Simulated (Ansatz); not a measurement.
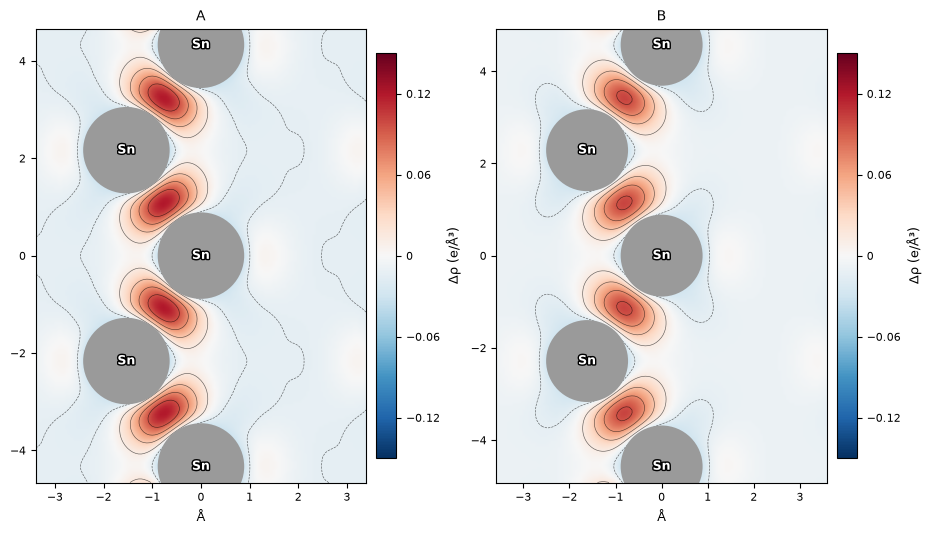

Sn: deformation density on the (110) plane of the conventional cell at two volumes, with the same fractional coordinates and one colour scale. Grey discs cover the cores.

Space group Fd-3m.

These are results of Ansatz 0.2.0, DFT PBE, scalar-relativistic, plane waves, PAW, not measurements.

How do the two volumes compare, and how does the bonding charge respond?

B is the larger cell: A has 85 % of the volume of B. From B to A, Sn–Sn goes from 2.80 to 2.65 Å, and Δρ at its midpoint from +0.1 to +0.12 e/Å³. The pressure is 4 GPa in B and 16 GPa in A. The rearranged charge is 0.25 e an atom in B and 0.27 e in A.

Run times: 15 s (base cell) and 19 s (scaled cell), on 1 thread of Arm Neoverse V2, on a shared host.
